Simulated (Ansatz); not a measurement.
```
V N
1.0
     2.06400   -2.06400    0.00000
     2.06400    2.06400    0.00000
     0.00000    0.00000    4.08672
V N
2 2
Cartesian
  0.0000 0.0000 0.0000
  2.0640 0.0000 2.0434
  2.0640 0.0000 0.0000
  0.0000 0.0000 2.0434
```

Space group I4/mmm; the program warned that a starting moment wasn't kept; spin-polarised, but the moments vanished.

The calculation used DFT, PBE, plane-wave PAW, default files, scalar-relativistic in Ansatz.

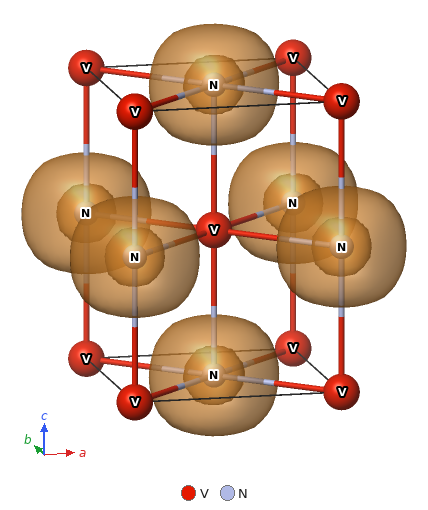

VN. Isosurface of the electron localisation function at 0.65 (orange), seen slightly off an axis. Only the valence region is drawn (cores and ρ < 0.01 e/Å³ removed). Sticks mark near contacts.

**Where are the electrons localised?**

At this value the surface marks out two regions wrapped around N (the valence shell of each), counted in one cell of 4 atoms. Any copies at cell faces, edges or corners count once. Along the contacts the grid gives the following. V–N (2.04 Å): the ELF peaks at about 0.80 in the valence shell of N, 0.6 Å from its nucleus, and is about 0.20 at the midpoint; no shared electron pair shows on this line.

**Does the calculation give a band gap?**

It is metallic or semimetallic at this level of theory: no gap opens; semilocal functionals without U, or without the true magnetic order, often close the gap of such compounds.
